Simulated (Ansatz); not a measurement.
## Two runs on WSe₂

System: WSe₂ (P6₃/mmc, 6 atoms in the cell).
Method of the first run: DFT, PBE, plane waves, PAW, no spin polarisation (Ansatz 0.2.0).

The structure derives from a Materials Project entry. The geometry comes from this level: r2scan-rvv10 (a point of a series of volumes). Text and figures count atoms from 1; the logs count them from 0 in places.

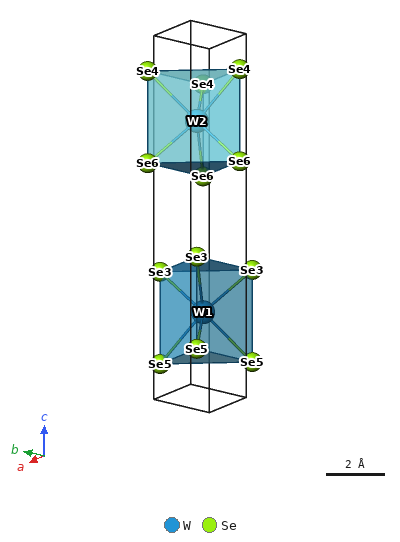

Fig. 1: The structure as given in the input (polyhedral view of the cell of the calculation, seen at an oblique angle; polyhedra are completed across the faces of the cell; atoms are numbered from 1 in the order of the input).

## Input, the first run
```yaml
crystal:
  lattice:
    - [3.2092883772, 0.0, 0.0]
    - [-1.6046441886, 2.7793252627, 0.0]
    - [0.0, 0.0, 12.7892463952]
  atoms:
    - { symbol: W, position: [0.6666666667, 0.3333333333, 0.2500115869] }
    - { symbol: W, position: [0.3333333333, 0.6666666667, 0.7499884131] }
    - { symbol: Se, position: [0.3333333333, 0.6666666667, 0.376665911] }
    - { symbol: Se, position: [0.6666666667, 0.3333333333, 0.8766428987] }
    - { symbol: Se, position: [0.3333333333, 0.6666666667, 0.1233571013] }
    - { symbol: Se, position: [0.6666666667, 0.3333333333, 0.623334089] }
kpoints:
  mp_grid: { grid: [6, 6, 2] }
hamiltonian:
  xc: pbe
scf:
  occupations: { method: fermi_dirac, width: 0.02 }
  n_extra_bands: 5
output:
  forces: true
  stress: true
  eigenvalues: true
basis:
  ecutwfc: 260
```

Command:
```bash
ansatz run input.yaml --threads 2 --pin off --max-ram 3686MiB --backend cpu --events-out ev --progress --plain --runs-dir out
```

Hardware: 2 threads of Intel Xeon (Sapphire Rapids), 64 GiB of memory available, shared host.

## Output, shortened to warnings, some set-up lines, iterations and results (the first run)
```
Warning: basis.ecutwfc = 260 eV is below the records' recommended 420 eV, and the density's cutoff is lower with it unless basis.ecutrho_ratio is high enough to keep the records' density cutoff: compare with a run at a higher cutoff
Basis set: ecut = 260 eV, 1095 PW (Γ), exchange–correlation on 36×36×144 points (8 copies of the dense FFT grid, shifted against one another)
Symmetry: 12 space group operations
k-points: 14 of 72
Initial density: superposition of atomic densities (neutral atoms: chi_scale 0, normalization atom), corrected by the library's trained network
[...]
SCF iter   1: F=—  HF=-42647.039311 eV  |F-HF|=—  |Δ(HF+E_count)|=         —  Δρ=9.63e-3  dr2=3.54e-2  ethr=1.77e-3  ⟨swp⟩=6.1  Hψ=2945  notcnv=0
SCF iter   2: F=—  HF=-42646.950248 eV  |F-HF|=—  |Δ(HF+E_count)|=   8.91e-2  Δρ=5.39e-3  dr2=1.42e-2  ethr=3.84e-5  ⟨swp⟩=2.0  Hψ=1564  notcnv=0  defer=12
SCF iter   3: F=—  HF=-42646.946738 eV  |F-HF|=—  |Δ(HF+E_count)|=   3.51e-3  Δρ=2.02e-3  dr2=2.57e-3  ethr=1.54e-5  ⟨swp⟩=2.1  Hψ=1396  notcnv=0  defer=12
SCF iter   4: F=—  HF=-42646.946477 eV  |F-HF|=—  |Δ(HF+E_count)|=   2.61e-4  Δρ=6.25e-4  dr2=3.70e-4  ethr=2.79e-6  ⟨swp⟩=2.0  Hψ=881  notcnv=0  defer=12
SCF iter   5: F=—  HF=-42646.946405 eV  |F-HF|=—  |Δ(HF+E_count)|=   7.24e-5  Δρ=1.05e-4  dr2=1.06e-5  ethr=4.02e-7  ⟨swp⟩=2.0  Hψ=954  notcnv=0  defer=12
SCF iter   6: F=—  HF=-42646.946332 eV  |F-HF|=—  |Δ(HF+E_count)|=   7.32e-5  Δρ=1.33e-5  dr2=3.58e-7  ethr=1.15e-8  ⟨swp⟩=3.0  Hψ=1286  notcnv=0  defer=12
SCF iter   7: F=-42646.946332 eV  HF=-42646.946332 eV  |F-HF|=1.23e-8  |Δ(HF+E_count)|=   1.48e-7  Δρ=3.53e-6  dr2=3.29e-8  ethr=1.09e-10  ⟨swp⟩=7.6  Hψ=2599  notcnv=0
SCF 1 converged in 7 iterations: F = -42646.946332 eV  dr2 = 3.29e-8
SCF converged after 7 iterations
Free energy (F): -42646.946332 eV
Harris-Foulkes:  -42646.946332 eV  (|F-HF|=1.23e-8)
Internal energy: -42646.946332 eV  (E = F + TS)
E sigma→0 (E₀):  -42646.946332 eV
Fermi energy:    14.648443 eV
--- Per-component energies (eV) ---
  E_band       = -1613.574938
  E_kinetic    = 1396.076212
  E_local      = -11348.596111  (includes V_loc(G=0)·N_el)
  E_nonlocal   = -2353.851765
  E_hartree    = 5504.522708
  E_xc         = -959.620747
  E_vxc        = -882.311084  (∫ρ·V_xc dr)
  E_paw        = -24796.662283  (= ΣΔE_a)
  E_vpaw       = 566.101031  (= ΣTr[D̂ρ^β])
  E_aug_tail   = -0.030511  (compensation charges beyond the density's cutoff)
  E_ewald      = -10088.783834
  E_smearing   = -0.000000  (= −TS)
  E_closure    = -0.000000  (closes the sum)
  Σ components = -42646.946332   (vs F -42646.946332, Δ=0.00e0)
--- Forces (eV/Å), atoms counted from 1 ---
  atom   1  W      0.00000000    -0.00000000    -0.00014078
  atom   2  W      0.00000000     0.00000000     0.00014078
  atom   3  Se     0.00000000     0.00000000     1.84723103
  atom   4  Se     0.00000000    -0.00000000     1.84750287
  atom   5  Se    -0.00000000     0.00000000    -1.84750287
  atom   6  Se    -0.00000000    -0.00000000    -1.84723103
  max |Σ_I F_I| component: 2.22e-16 eV/Å
--- Stress (GPa, compression-positive) ---
       16.222253      -0.000000       0.000000
       -0.000000      16.222253       0.000000
        0.000000       0.000000      20.052117
  P = ⅓ Tr σ = 17.4989 GPa (174.989 kbar)
```

The input of the second run differs as follows (lines with − go, lines with + come):
```diff
-    - [3.2092883772, 0.0, 0.0]
-    - [-1.6046441886, 2.7793252627, 0.0]
-    - [0.0, 0.0, 12.7892463952]
+    - [3.4267740941, 0.0, 0.0]
+    - [-1.7133870471, 2.9676734185, 0.0]
+    - [0.0, 0.0, 13.6559427137]
```

Predict how the results change.

With the same functional and potentials, the second run lies 43.2 meV per atom lower. The gap on the mesh goes from 0.99 to 1.08 eV. The pressure goes from 17.50 to −9.14 GPa. The largest force goes from 1.848 to 1.338 eV/Å. The volume per atom goes from 19.01 to 23.15 Å³. The SCF takes 8 iterations against 7. The plane waves at Γ go from 1095 to 1349.

## Output, shortened to warnings, some set-up lines, iterations and results (the second run)
```
Warning: basis.ecutwfc = 260 eV is below the records' recommended 420 eV, and the density's cutoff is lower with it unless basis.ecutrho_ratio is high enough to keep the records' density cutoff: compare with a run at a higher cutoff
Basis set: ecut = 260 eV, 1349 PW (Γ), exchange–correlation on 40×40×144 points (8 copies of the dense FFT grid, shifted against one another)
Symmetry: 12 space group operations
k-points: 14 of 72
Initial density: superposition of atomic densities (neutral atoms: chi_scale 0, normalization atom), corrected by the library's trained network
[...]
SCF iter   1: F=—  HF=-42647.302600 eV  |F-HF|=—  |Δ(HF+E_count)|=         —  Δρ=8.74e-3  dr2=3.48e-2  ethr=1.77e-3  ⟨swp⟩=6.3  Hψ=2813  notcnv=0
SCF iter   2: F=—  HF=-42647.209131 eV  |F-HF|=—  |Δ(HF+E_count)|=   9.35e-2  Δρ=4.90e-3  dr2=1.51e-2  ethr=3.79e-5  ⟨swp⟩=2.0  Hψ=1565  notcnv=0  defer=11
SCF iter   3: F=—  HF=-42647.205748 eV  |F-HF|=—  |Δ(HF+E_count)|=   3.38e-3  Δρ=1.97e-3  dr2=4.58e-3  ethr=1.64e-5  ⟨swp⟩=2.0  Hψ=1406  notcnv=0  defer=11
SCF iter   4: F=—  HF=-42647.205304 eV  |F-HF|=—  |Δ(HF+E_count)|=   4.44e-4  Δρ=7.35e-4  dr2=6.61e-4  ethr=4.97e-6  ⟨swp⟩=2.0  Hψ=896  notcnv=0  defer=11
SCF iter   5: F=—  HF=-42647.205204 eV  |F-HF|=—  |Δ(HF+E_count)|=   1.00e-4  Δρ=1.23e-4  dr2=2.58e-5  ethr=7.19e-7  ⟨swp⟩=2.0  Hψ=947  notcnv=0  defer=11
SCF iter   6: F=—  HF=-42647.205259 eV  |F-HF|=—  |Δ(HF+E_count)|=   5.52e-5  Δρ=2.08e-5  dr2=2.17e-6  ethr=2.81e-8  ⟨swp⟩=2.0  Hψ=955  notcnv=0  defer=11
SCF iter   7: F=—  HF=-42647.205260 eV  |F-HF|=—  |Δ(HF+E_count)|=   5.60e-7  Δρ=5.20e-6  dr2=1.02e-7  ethr=2.36e-9  ⟨swp⟩=2.0  Hψ=907  notcnv=0  defer=11
SCF iter   8: F=-42647.205260 eV  HF=-42647.205260 eV  |F-HF|=2.37e-8  |Δ(HF+E_count)|=   5.89e-8  Δρ=2.06e-6  dr2=3.42e-8  ethr=1.09e-10  ⟨swp⟩=7.2  Hψ=2369  notcnv=0
SCF 1 converged in 8 iterations: F = -42647.205260 eV  dr2 = 3.42e-8
SCF converged after 8 iterations
Free energy (F): -42647.205260 eV
Harris-Foulkes:  -42647.205260 eV  (|F-HF|=2.37e-8)
Internal energy: -42647.205260 eV  (E = F + TS)
E sigma→0 (E₀):  -42647.205260 eV
Fermi energy:    11.129776 eV
--- Per-component energies (eV) ---
  E_band       = -1902.732438
  E_kinetic    = 1362.992042
  E_local      = -12320.005880  (includes V_loc(G=0)·N_el)
  E_nonlocal   = -2351.767582
  E_hartree    = 5854.864256
  E_xc         = -946.136375
  E_vxc        = -864.385456  (∫ρ·V_xc dr)
  E_paw        = -24798.634062  (= ΣΔE_a)
  E_vpaw       = 560.741640  (= ΣTr[D̂ρ^β])
  E_aug_tail   = -0.034680  (compensation charges beyond the density's cutoff)
  E_ewald      = -9448.482978
  E_smearing   = -0.000000  (= −TS)
  E_closure    = 0.000000  (closes the sum)
  Σ components = -42647.205260   (vs F -42647.205260, Δ=0.00e0)
--- Forces (eV/Å), atoms counted from 1 ---
  atom   1  W     -0.00000000     0.00000000    -0.00011750
  atom   2  W      0.00000000    -0.00000000     0.00011750
  atom   3  Se     0.00000000     0.00000000    -1.33833604
  atom   4  Se     0.00000000     0.00000000    -1.33825043
  atom   5  Se    -0.00000000    -0.00000000     1.33825043
  atom   6  Se    -0.00000000    -0.00000000     1.33833604
  max |Σ_I F_I| component: 5.78e-18 eV/Å
--- Stress (GPa, compression-positive) ---
       -8.836076      -0.000000      -0.000000
       -0.000000      -8.836076      -0.000000
       -0.000000      -0.000000      -9.734904
  P = ⅓ Tr σ = -9.1357 GPa (-91.357 kbar)
```

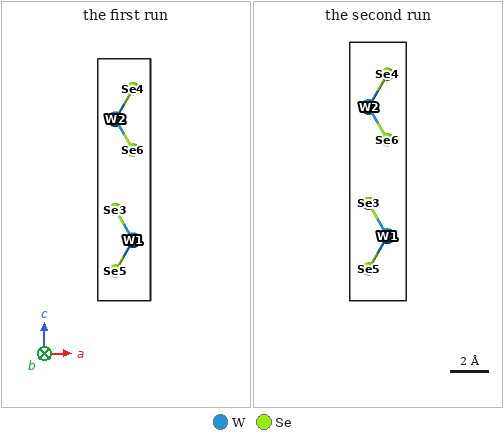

Fig. 2: The two input geometries at one scale (ball-and-stick view of the cell of the calculation, along the b axis). The atoms keep their places relative to the cell (all moves are under 0.005 Å). The volume changes by +21.7 %, with a = b 3.209 → 3.427 Å (+6.8 %), c 12.789 → 13.656 Å (+6.8 %). Among the contacts that change: W1–Se3 2.461 → 2.628 Å.

## The two runs side by side

| quantity | the first run | the second run |
| --- | --- | --- |
| outcome | converged | converged |
| free energy per atom (eV) | −7107.8244 | −7107.8675 |
| gap on the mesh (eV) | 0.99 | 1.08 |
| pressure (GPa) | 17.50 | −9.14 |
| volume per atom (Å³) | 19.01 | 23.15 |
| largest force (eV/Å) | 1.848 | 1.338 |
| SCF iterations | 7 | 8 |
| irreducible k-points | 14 | 14 |
| plane waves at Γ | 1095 | 1349 |
| wall time (shared host) | 2.2 s | 2.4 s |

For both runs: Warnings: the cutoff is below the recommended one. Spin–orbit coupling is left out, which matters for W.
